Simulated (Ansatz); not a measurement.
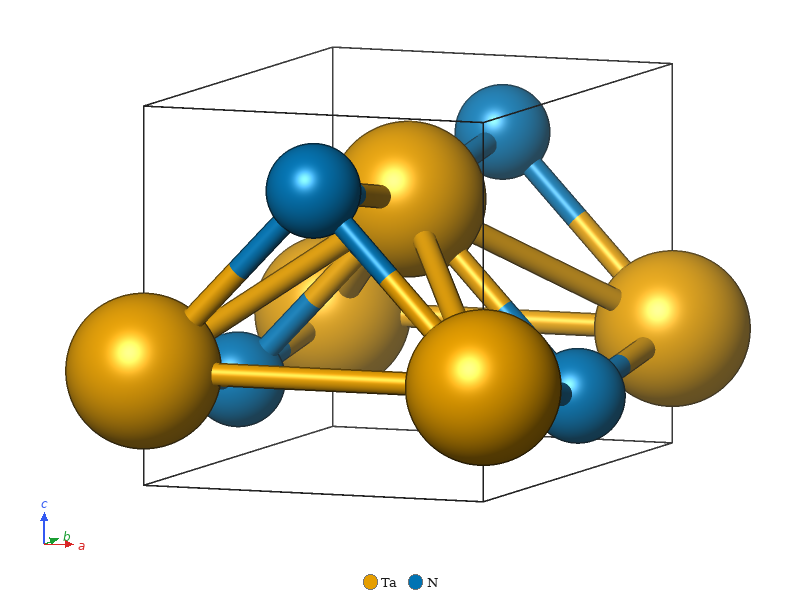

We look at a ball-and-stick model of the crystal slightly off an axis. The parallelepiped is the conventional unit cell. Cell: a = 3.08 Å, b = 4.35 Å, c = 3.22 Å, α = 90.00°, β = 90.00°, γ = 90.00°.

The structure comes from a structure type filled with these elements by a generator (whether the compound takes this form wasn't checked). Earlier steps of the study, as a rule a relaxation of our own, may have changed the cell and positions, so they can lie some per cent off the listed ones. Ansatz was used for an electronic-structure calculation on it.

> State composition, symmetry and coordination.

The solid is TaN. It belongs to space group Pmmn (No. 59) and has a primitive orthorhombic lattice. It has 4 atoms to the cell (2 Ta, 2 N). Counting atoms within bonding range gives coordination numbers of Ta 12 and N 6. Not all metal-metal contacts are counted.

Method used: Ansatz, DFT PBE, scalar-relativistic, plane waves, PAW. It ran with 420 eV cutoff, the zone sampled with 16×12×14 points, Gaussian smearing of 0.1 eV, no spin polarisation.

> What does the calculation say: metal or gapped?

A metal: bands cross the Fermi level.

> What net charge does each kind of atom have (Bader)?

Ta +1.80 e; N -1.80 e.

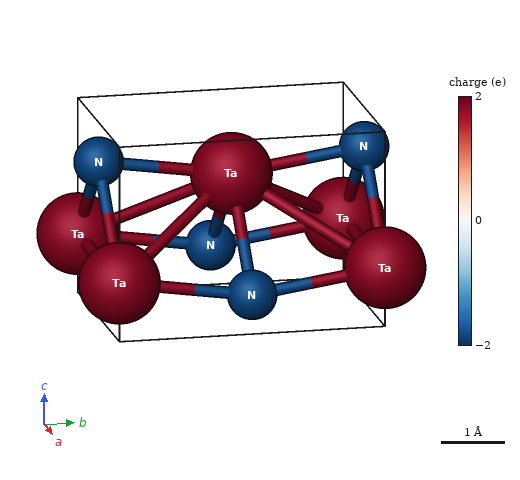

The atoms coloured by those charges. The run's cell of 4 atoms is drawn.

> Is this an equilibrium geometry for the method given?

Yes. All forces vanish to within 0.01 eV/Å. The pressure is 0.0 GPa, close to zero.
